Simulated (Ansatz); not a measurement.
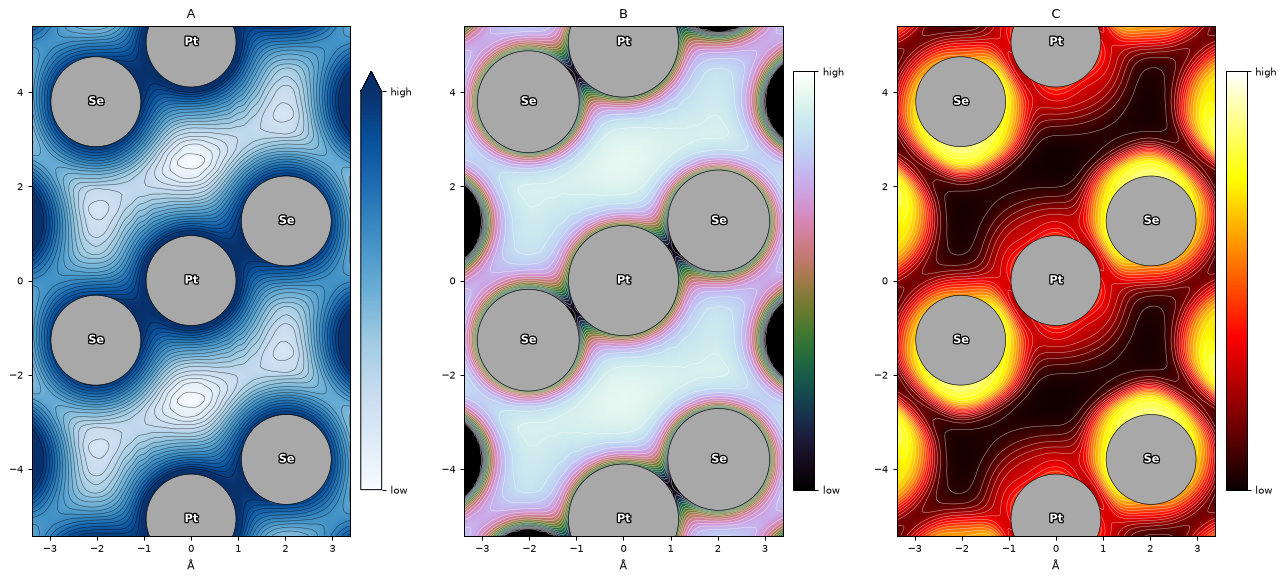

PtSe2: 3 fields on the (010) plane of the conventional cell, with unlabelled colour scales. Grey discs cover the atomic cores.

Space group C2/m; changed on purpose from its base cell (strain -0.0600 x Voigt [0, 1, 0, 0, 0, 0], atoms carried along); not relaxed (largest force 1.3 eV/Å); computed pressure about 14 GPa in this cell.

Method: DFT PBEsol, scalar-relativistic, plane waves, PAW in Ansatz.

```cif
data_structure
_symmetry_space_group_name_H-M 'P 1'
_symmetry_Int_Tables_number 1
_cell_length_a 6.0631
_cell_length_b 3.7240
_cell_length_c 5.0620
_cell_angle_alpha 90.000
_cell_angle_beta 90.000
_cell_angle_gamma 90.000
_cell_volume 114.30
loop_
_atom_site_label
_atom_site_type_symbol
_atom_site_fract_x
_atom_site_fract_y
_atom_site_fract_z
_atom_site_occupancy
Pt1 Pt 0.50000 0.50000 0.00000 1
Pt2 Pt 0.00000 0.00000 0.00000 1
Se1 Se 0.66667 0.00000 0.75000 1
Se2 Se 0.16667 0.50000 0.75000 1
Se3 Se 0.83333 0.50000 0.25000 1
Se4 Se 0.33333 0.00000 0.25000 1
```

> Which field does each panel show? The fields are: electron localisation function, electrostatic potential energy of an electron and valence pseudo-density.

Panel A: valence pseudo-density. Panel B: electrostatic potential energy of an electron (low next to the atoms, rising into the space between them). Panel C: electron localisation function. From the grid: Pt–Se (2.38 Å): ρ is about 0.72 e/Å³ halfway; the ELF is about 0.50 at the midpoint.
